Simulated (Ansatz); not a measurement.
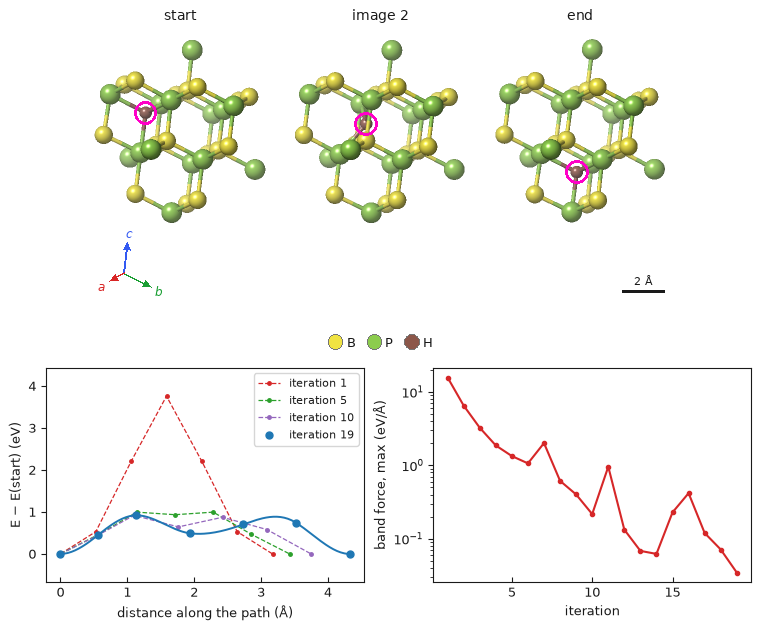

A search for the minimum-energy path of a defect cell of composition B16P16H (cell charge −1) (33 atoms in the cell) by the nudged elastic band. Images are numbered from 0 (start) to 6 (end). The plot follows the band through its iterations. The picture is a ball-and-stick view of the atoms within 4.6 Å of the middle of the path, seen slightly off an axis. The moving atom is ringed, with any periodic copies. Bonds to atoms that aren't drawn are left out.

Computed with Ansatz, DFT PBE, scalar-relativistic, plane waves, PAW. Set-up: plane-wave cutoff 420 eV; k-point mesh 2 × 2 × 2; Gaussian smearing 0.02 eV; 5 movable images; climbing image.

Did the band converge, and can the barrier be trusted?

The run is converged, with reservations. The band converged in 19 iterations. The largest component of the band force went from 16 to 0.035 eV/Å. The climbing image converged on the top of the path. Its curvatures weren't checked. The first iteration put the highest image at 3.76 eV. The two ends have the same energy, and the highest point, image 2, lies 0.92 eV above the start. The profile has 2 maxima (images 2, 5) with a dip at image 3 (+0.49 eV), so the process runs in steps.

Limits of the set-up: the periodic images lie only 7.9 Å apart, so the values are limited by the cell's size; the cell is charged, on a uniform background, and energies carry no finite-size correction.

Cost: 7.2 min on 4 threads of Intel(R) Xeon(R) Platinum 8259CL CPU @ 2.50GHz (Skylake/Cascade Lake) (shared host), peak memory 1.5 GiB.
